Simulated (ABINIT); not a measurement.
# Optical-spectrum calculation, with input and output: BAs$_{2}$ (part 1 of 2)

The run: optical-spectrum calculation of BAs$_{2}$ (3 atoms in the cell). Method and program: Kohn-Sham DFT of a periodic cell, LDA, HGH LDA, no spin polarisation (ABINIT 10.8.3).

The structure was made by swapping elements on the sites of another compound; it need not be a known phase. The geometry was changed: volume scaled by 0.92.

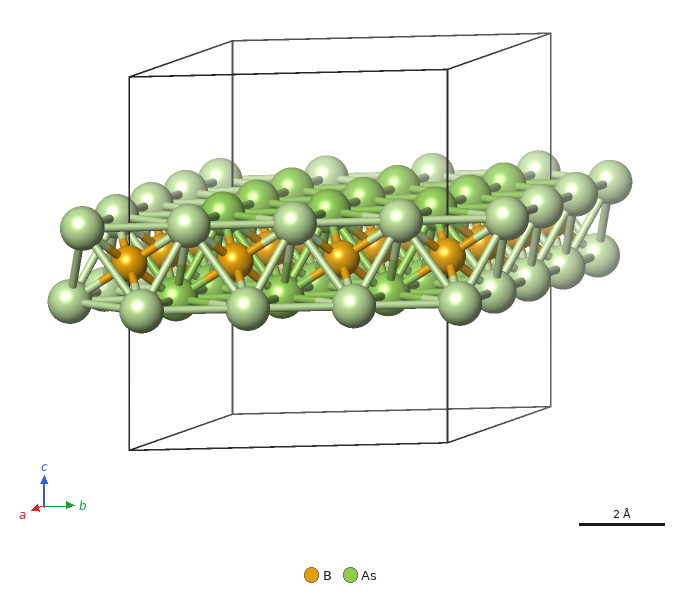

Fig. 1: The structure (ball-and-stick view of the 3 × 3 repeat of the cell, with the vacuum cut short, seen slightly off an axis; neighbours outside the cell are drawn fainter). An atom can appear more than once, as a periodic image.

**Key numbers**

- outcome: converged
- space group (tolerance 0.01 Å): P-3m1 (164)
- electrons treated: 13
- free energy: −413.3823 eV
- Fermi energy: 3.625 eV
- pressure: 79.73 GPa
- largest force (length of the vector): 16.613 eV/Å
- hardware: 1 thread of Arm Neoverse V1, 112 GiB of memory available, shared host
- wall time: 2 min
- peak memory: 0.45 GiB

**Notes**

Points of doubt noted for this run: cutoff too low for stress; no intraband term. The cell is under a pressure of 80 GPa at this level, so it is not at its equilibrium volume.

**The input**
```
ndtset 3

pp_dirpath "./"
pseudos "B.hgh, As.hgh"

acell 2.567215296 2.5672152945 11.918809576 Angstrom
rprim
     1.0000000000     0.0000000000     0.0000000000
    -0.5000000003     0.8660254036     0.0000000000
     0.0000000000     0.0000000000     1.0000000000
ntypat 2
znucl 5 33
natom 3
typat 1 2 2
chkprim 0
chksymtnons 0
tolsym 1.0e-6
xred
            0.0            0.0            0.0
            2/3            1/3   0.9195651400
            1/3            2/3   0.0804348600

ecut 24.0

ngkpt 12 12 4
nshiftk 1
shiftk 0.0 0.0 0.5
istwfk *1

ixc 7

occopt 3
tsmear 0.00183747

nstep 80

iomode 3
prteig 0
prtebands 0

nband1 11
tolvrs1 1.0e-12
prtden1 1
prtwf1 0
kptopt1 1

iscf2 -3
getden2 1
nband2 16
nbdbuf2 4
tolwfr2 1.0e-12
nstep2 120
prtden2 0
kptopt2 1

optdriver3 8
wfk_task3 "wfk_optics_fullbz"
getwfk3 2
nband3 12
kptopt3 1
prtevk3 1
inclvkb3 2
```

**File optic.abi**
```
&FILES
 ddkfile_1 = 'runo_DS3_1_EVK.nc',
 ddkfile_2 = 'runo_DS3_2_EVK.nc',
 ddkfile_3 = 'runo_DS3_3_EVK.nc',
 wfkfile = 'runo_DS3_WFK.nc'
/
&PARAMETERS
 broadening = 0.005512,
 domega = 0.002,
 maxomega = 0.8,
 scissor = 0.000000,
 tolerance = 0.002
/
&COMPUTATIONS
 num_lin_comp = 2,
 lin_comp = 11,33,
 num_nonlin_comp = 0
/
```

Run as:
```bash
abinit run.abi > log 2>&1
optic optic.abi > optic.log 2>&1
```

**Output**
```
.Version 10.8.3 of ABINIT
 DATASET    1 : space group P-3 m 1 (#164); Bravais hP (primitive hexag.)
================================================================================
 Values of the parameters that define the memory need for DATASET  1.
     intxc =       0    ionmov =       0      iscf =       7    lmnmax =       6
     lnmax =       6     mgfft =     100  mpssoang =       3    mqgrid =    4968
     natom =       3  nloc_mem =       1    nspden =       1   nspinor =       1
    nsppol =       1      nsym =      12    n1xccc =       0    ntypat =       2
    occopt =       3   xclevel =       1
       mpw =        2624          nfft =       57600          nkpt =          62
================================================================================
================================================================================

 DATASET    2 : space group P-3 m 1 (#164); Bravais hP (primitive hexag.)
================================================================================
 Values of the parameters that define the memory need for DATASET  2.
     intxc =       0    ionmov =       0      iscf =      -3    lmnmax =       6
     lnmax =       6     mgfft =     100  mpssoang =       3    mqgrid =    4968
     natom =       3  nloc_mem =       1    nspden =       1   nspinor =       1
    nsppol =       1      nsym =      12    n1xccc =       0    ntypat =       2
    occopt =       3   xclevel =       1
       mpw =        2624          nfft =       57600          nkpt =          62
================================================================================
================================================================================

 DATASET    3 : space group P-3 m 1 (#164); Bravais hP (primitive hexag.)
================================================================================
 Values of the parameters that define the memory need for DATASET  3.
     intxc =       0    ionmov =       0      iscf =       7    lmnmax =       6
     lnmax =       6     mgfft =     100  mpssoang =       3    mqgrid =    4968
     natom =       3  nloc_mem =       1    nspden =       1   nspinor =       1
    nsppol =       1      nsym =      12    n1xccc =       0    ntypat =       2
    occopt =       3   xclevel =       1
       mpw =        2624          nfft =       57600          nkpt =          62
================================================================================
================================================================================

--------------------------------------------------------------------------------
------------- Echo of variables that govern the present computation ------------
--------------------------------------------------------------------------------
 -outvars: echo values of preprocessed input variables --------
            acell      4.8513338157E+00  4.8513338128E+00  2.2523285845E+01 Bohr
              amu      1.08110000E+01  7.49215900E+01
          chkprim           0
      chksymtnons           0
             ecut      2.40000000E+01 Hartree
           getden1          0
           getden2          1
           getden3          0
           getwfk1          0
           getwfk2          0
           getwfk3          2
             iscf1          7
             iscf2         -3
             iscf3          7
              ixc           7
           jdtset        1    2    3
                       outvar_i_n : Printing only first  50 k-points.
         kptrlatt       12    0    0      0   12    0      0    0    4
          kptrlen      5.82160058E+01
            natom           3
            nband1         11
            nband2         16
            nband3         12
           nbdbuf1          0
           nbdbuf2          4
           nbdbuf3          0
           ndtset           3
            ngfft          24      24     100
             nkpt          62
            nstep1         80
            nstep2        120
            nstep3         80
             nsym          12
           ntypat           2
                       prtocc : prtvol=0, do not print more k-points.
                       prtocc : prtvol=0, do not print more k-points.
                       prtocc : prtvol=0, do not print more k-points.
           occopt           3
        optdriver1          0
        optdriver2          0
        optdriver3          8
           prtden1          1
           prtden2          0
           prtden3          1
        prtebands           0
           prteig           0
           prtevk1          0
           prtevk2          0
           prtevk3          1
            prtwf1          0
            prtwf2          1
            prtwf3          1
            rprim      1.0000000000E+00  0.0000000000E+00  0.0000000000E+00
                      -5.0000000030E-01  8.6602540360E-01  0.0000000000E+00
                       0.0000000000E+00  0.0000000000E+00  1.0000000000E+00
           shiftk      0.00000000E+00  0.00000000E+00  5.00000000E-01
          spgroup         164
           tolsym      1.00000000E-06
           tolvrs1     1.00000000E-12
           tolvrs2     0.00000000E+00
           tolvrs3     0.00000000E+00
           tolwfr1     0.00000000E+00
           tolwfr2     1.00000000E-12
           tolwfr3     0.00000000E+00
           tsmear      1.83747000E-03 Hartree
            typat      1  2  2
         wfk_task1          0
         wfk_task2          0
         wfk_task3          7
                       outvars : Printing only first  50 k-points.
           xangst      0.0000000000E+00  0.0000000000E+00  0.0000000000E+00
                       1.2836076480E+00  7.4109122052E-01  1.0960121796E+01
                      -1.3442874736E-11  1.4821824410E+00  9.5868777961E-01
            xcart      0.0000000000E+00  0.0000000000E+00  0.0000000000E+00
                       2.4256669078E+00  1.4004594411E+00  2.0711628502E+01
                      -2.5403351595E-11  2.8009188822E+00  1.8116573437E+00
             xred      0.0000000000E+00  0.0000000000E+00  0.0000000000E+00
                       6.6666666667E-01  3.3333333333E-01  9.1956514000E-01
                       3.3333333333E-01  6.6666666667E-01  8.0434860000E-02
            znucl        5.00000   33.00000

================================================================================

 chkinp: Checking input parameters for consistency, jdtset=   1.

 chkinp: Checking input parameters for consistency, jdtset=   2.

 chkinp: Checking input parameters for consistency, jdtset=   3.

================================================================================
== DATASET  1 ==================================================================

--- !DatasetInfo
iteration_state: {dtset: 1, }
dimensions: {natom: 3, nkpt: 62, mband: 11, nsppol: 1, nspinor: 1, nspden: 1, mpw: 2624, }
cutoff_energies: {ecut:  24.0, pawecutdg:  -1.0, }
electrons: {nelect:   1.30000000E+01, charge:   0.00000000E+00, occopt:   3.00000000E+00, tsmear:   1.83747000E-03, }
meta: {optdriver: 0, ionmov: 0, optcell: 0, iscf: 7, paral_kgb: 0, }
...

 Exchange-correlation functional for the present dataset will be:
  LDA: Perdew-Wang 92 LSD fit to Ceperley-Alder data - ixc=7
  J.P.Perdew and Y.Wang, PRB 45, 13244 (1992)

 Real(R)+Recip(G) space primitive vectors, cartesian coordinates (Bohr,Bohr^-1):
 R(1)=  4.8513338  0.0000000  0.0000000  G(1)=  0.2061289  0.1190086  0.0000000
 R(2)= -2.4256669  4.2013783  0.0000000  G(2)=  0.0000000  0.2380171  0.0000000
 R(3)=  0.0000000  0.0000000 22.5232858  G(3)=  0.0000000  0.0000000  0.0443985
 Unit cell volume ucvol=  4.5907612E+02 bohr^3
 Angles (23,13,12)=  9.00000000E+01  9.00000000E+01  1.20000000E+02 degrees

 getcut: wavevector=  0.0000  0.0000  0.0000  ngfft=  24  24 100
         ecut(hartree)=     24.000   => boxcut(ratio)=   2.01325

--- Pseudopotential description ------------------------------------------------
- pspini: atom type   1  psp file is ./B.hgh
   5.00000   3.00000     10605                znucl, zion, pspdat
    3    1    1    0      2001   0.00000      pspcod,pspxc,lmax,lloc,mmax,r2well

 pspatm : COMMENT -
  the projectors are not normalized,
  so that the KB energies are not consistent with
  definition in PRB44, 8503 (1991).
  However, this does not influence the results obtained hereafter.

- pspini: atom type   2  psp file is ./As.hgh
  33.00000   5.00000     10605                znucl, zion, pspdat
    3    1    2    0      2001   0.00000      pspcod,pspxc,lmax,lloc,mmax,r2well

 pspatm : COMMENT -
  the projectors are not normalized,
  so that the KB energies are not consistent with
  definition in PRB44, 8503 (1991).
  However, this does not influence the results obtained hereafter.

   2.14044767E+02                                ecore*ucvol(ha*bohr**3)
--------------------------------------------------------------------------------

================================================================================

--- !BeginCycle
iteration_state: {dtset: 1, }
solver: {iscf: 7, nstep: 80, nline: 4, wfoptalg: 0, }
tolerances: {tolvrs: 1.00E-12, }
...

     iter   Etot(hartree)      deltaE(h)  residm     vres2
 ETOT  1  -14.762722046501    -1.476E+01 3.325E-02 5.368E+03
 ETOT  2  -15.157339921738    -3.946E-01 1.997E-02 1.860E+02
 ETOT  3  -15.189141549408    -3.180E-02 1.663E-03 1.919E+02
 ETOT  4  -15.190599178777    -1.458E-03 6.779E-04 1.003E+02
 ETOT  5  -15.191356270287    -7.571E-04 2.256E-03 3.770E+01
 ETOT  6  -15.191428801443    -7.253E-05 1.136E-03 2.192E+01
 ETOT  7  -15.191495636615    -6.684E-05 8.906E-04 3.276E+00
 ETOT  8  -15.191518378879    -2.274E-05 2.992E-04 2.055E-02
 ETOT  9  -15.191518686007    -3.071E-07 7.683E-05 8.345E-05
 ETOT 10  -15.191518689009    -3.001E-09 2.279E-05 1.141E-06
 ETOT 11  -15.191518689042    -3.344E-11 5.873E-06 1.633E-08
 ETOT 12  -15.191518689042     3.997E-13 2.067E-06 7.400E-11
 ETOT 13  -15.191518689041     8.367E-13 6.618E-07 9.575E-13

 At SCF step   13       vres2   =  9.57E-13 < tolvrs=  1.00E-12 =>converged.

 Cartesian components of stress tensor (hartree/bohr^3)
  sigma(1 1)= -2.80873411E-03  sigma(3 2)=  0.00000000E+00
  sigma(2 2)= -2.80873411E-03  sigma(3 1)=  0.00000000E+00
  sigma(3 3)= -2.51217769E-03  sigma(2 1)= -1.62628264E-14
```
